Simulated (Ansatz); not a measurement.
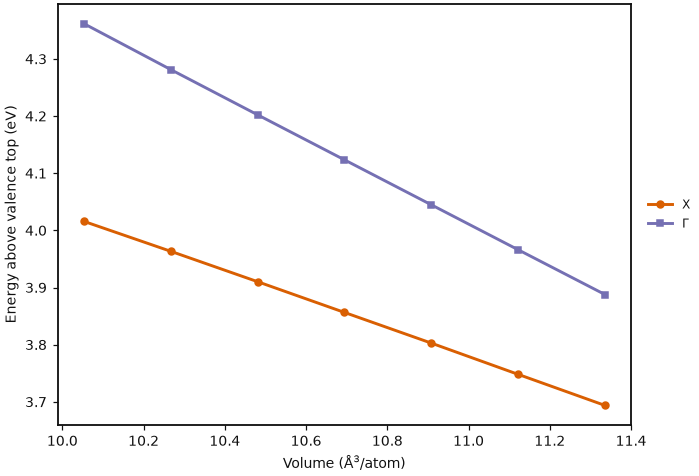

Lowest conduction level at each named k point, counted from the valence-band top at X. In reduced coordinates of the cell that was run, X is (0, 0, 0.5).

System: HfO$_{2}$, space group P2_12_12 (No. 18), 12 atoms in the cell. The cell is scaled at fixed shape and fractional positions. At 10.69 Å³/atom, a = 5.08 Å, b = 5.16 Å, c = 4.89 Å, α = 90.00°, β = 90.00°, γ = 90.00°. Level of theory: PBE, Ansatz PAW, no spin polarisation, no spin-orbit coupling, 5×5×6 k mesh, 420 eV cutoff, Fermi-Dirac smearing of 0.05 eV; code Ansatz.

> How does each level move from 10.05 Å³/atom to 11.34 Å³/atom?

X falls by 0.33 eV and Γ falls by 0.47 eV.

> What are the deformation potentials dE/d ln V?

Straight lines against ln V have slopes of −2.7 eV at X and −3.9 eV at Γ.

> Which of these conduction levels is lowest, and does that change?

The lowest is the one at X, over the whole range, so among these points the gap stays direct.

The values:
```
       volume  X (eV)  Γ (eV)
10.05 Å³/atom    4.02    4.36
10.27 Å³/atom    3.96    4.28
10.48 Å³/atom    3.91    4.20
10.69 Å³/atom    3.86    4.12
10.91 Å³/atom    3.80    4.04
11.12 Å³/atom    3.75    3.97
11.34 Å³/atom    3.69    3.89
```

Spin-orbit coupling is left out, which matters for Hf. LDA, GGA and most meta-GGA functionals understate gaps. The usual form of HfO2 is monoclinic. A mesh with an odd division misses points of the zone boundary, where a smaller gap can lie.
